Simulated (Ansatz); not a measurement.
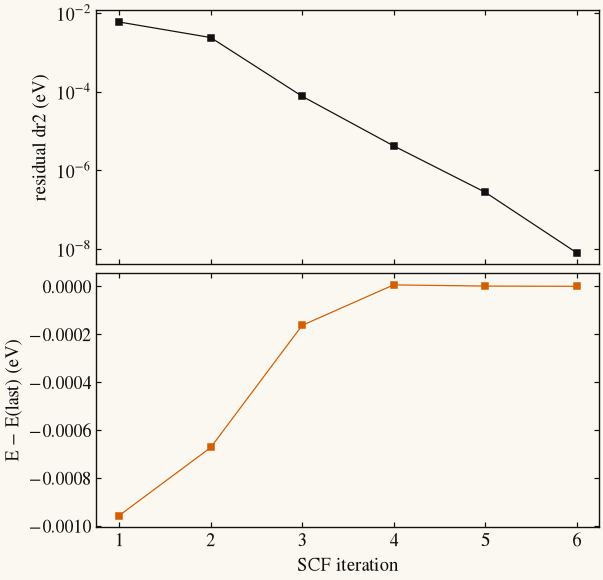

The plot shows the SCF iterations of a calculation: density residual dr2, Harris–Foulkes energy less its last value. The starting density is a sum of atomic densities corrected by a trained network.

Si (4 atoms in the cell), run with Ansatz.

```
crystal:
  lattice:
    - [3.9845701589, 0.0, 0.0]
    - [-1.9922850795, 3.4507389808, 0.0]
    - [0.0, 0.0, 6.0793171202]
  atoms:
    - { symbol: Si, position: [0.3333333333, 0.6666666667, 0.0630095] }
    - { symbol: Si, position: [0.6666666667, 0.3333333333, 0.5630095] }
    - { symbol: Si, position: [0.3333333333, 0.6666666667, 0.4369905] }
    - { symbol: Si, position: [0.6666666667, 0.3333333333, 0.9369905] }
basis:
  ecutwfc: 420
  ecutrho_ratio: 2
kpoints:
  mp_grid: { grid: [12, 12, 6] }
hamiltonian:
  xc: pbesol
scf:
  occupations: { method: gaussian, width: 0.03 }
  max_iter: 75
output:
  forces: true
  eigenvalues: true
  stress: true
```

Command:
```bash
ansatz run input.yaml --threads 1 --pin off --max-ram 2560MiB --backend cpu --events-out ev --progress --plain --runs-dir out
```

Question: How did this run end?

Answer: The run converged; it took 6 iterations. The residual falls at every step.

Question: Read the residual at the first and at the last step drawn.

Answer: It starts near 6 × 10⁻³ and ends near 8 × 10⁻⁹ eV.

Question: Is anything amiss with this input?

Answer: The input holds an odd setting (a density cutoff under four times that of the waves), but it does no harm here: the energy lies within 1 meV per atom of a run with usual settings.
